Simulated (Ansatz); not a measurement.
# Nb: what the fields show

Input

```
crystal:
  lattice:
    - [0.0, 2.115, 2.115]
    - [2.115, 0.0, 2.115]
    - [2.115, 2.115, 0.0]
  atoms:
    - { symbol: Nb, position: [0.0, 0.0, 0.0], spin: 1.4 }
magnetization:
  spin_polarized: true
  initial_magnetization: 1.4
  spin_locking: { lock_magnetization: hard }
kpoints:
  mp_grid: { grid: [13, 13, 13] }
scf:
  occupations: { method: fermi_dirac, width: 0.05 }
  lower_state_search: "off"
hamiltonian:
  xc: lda
  pseudopotentials: { kind: paw }
output:
  forces: true
  stress: true
  eigenvalues: true
  write_density: true
  write_potential: true
  elf: true
  volumetric_format: npy
```

Run with:

```sh
ansatz run input.yaml --threads 1 --pin off --max-ram 3072MiB --backend cpu --events-out ev --progress --plain --runs-dir out
```

Below, planes, directions and counts refer to the conventional cell (a = 4.23 Å, b = 4.23 Å, c = 4.23 Å, α = 90.00°, β = 90.00°, γ = 90.00°).

Space group Fm-3m; computed pressure about −5 GPa in this cell; spin-polarised.

All numbers below come from DFT, LDA, PAW with Ansatz's default frozen-core files, scalar-relativistic in Ansatz.

Core electrons are frozen (PAW), and the valence fields are smoothed inside the atomic spheres.

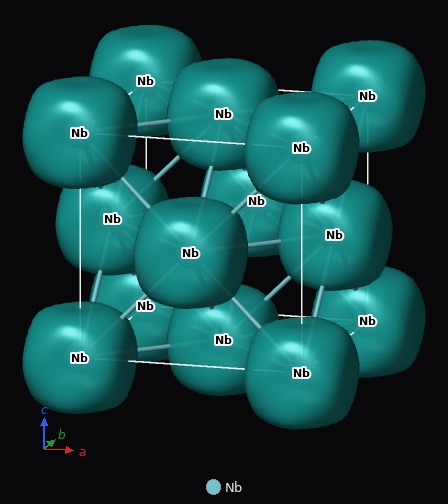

Figure 1. Isosurface of the spin density (up minus down) at +0.08 e/Å³ (teal), seen at an oblique angle. Sticks mark near contacts.

Q: Which atoms carry the moments, and with what signs?

A: The spin density sits on Nb: +1.0 μB (×4) in one cell of 4 atoms: parallel main moments, as they must be, since the calculation's own cell holds one magnetic site. The cell of the calculation (1 atoms) carries 1.4 μB of net spin moment.

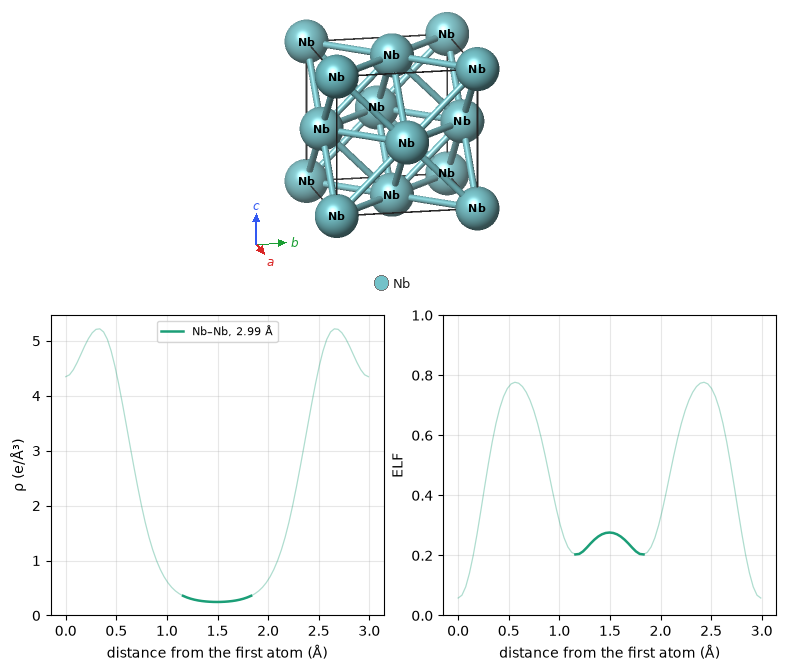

Figure 2. Valence charge density (pseudo) and electron localisation function along straight lines between neighbouring atoms. Thin, pale parts lie inside the atomic spheres. The structure is drawn too.

Q: What can be read from the curves?

A: Nb–Nb (2.99 Å): ρ at the midpoint is about 0.25 e/Å³; the ELF is about 0.30 at the midpoint: no localised pair shows between them.

Q: Metal or insulator at this level of theory?

A: It is gapless in this calculation (a metal or semimetal).
